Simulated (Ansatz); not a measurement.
```
CELL_PARAMETERS angstrom
3.96923 0.00000 0.00000
0.00000 3.96923 0.00000
0.00000 0.00000 3.96923
ATOMIC_POSITIONS crystal
Cs 0.00000 0.00000 0.00000
Cl 0.50000 0.50000 0.50000
```

Space group Pm-3m.

All numbers below come from Ansatz 0.2.0, DFT LDA, scalar-relativistic, plane waves, PAW.

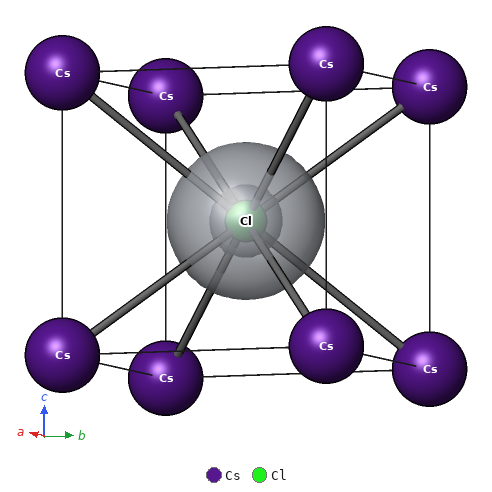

CsCl. Isosurface of the electron localisation function at 0.8 (grey), seen at an oblique angle. Only the valence region is drawn (cores and ρ < 0.01 e/Å³ removed). Sticks mark near contacts.

In a PAW calculation such maps are meaningful between the atoms, not at the nuclei.

What do the ELF domains correspond to?

The surface consists of one region wrapped around Cl (its valence shell), counted in one cell of 2 atoms. Any copies at cell faces, edges or corners count once. Along the contacts the grid gives the following. Cs–Cl (3.44 Å): the ELF is about 0.05 at the midpoint (an ionic contact with no shared pair).

Does the calculation give a band gap?

It is gapped, with a Kohn–Sham gap of 5.0 eV on the k-point mesh (the band edges may lie off the mesh, which would make the gap smaller).
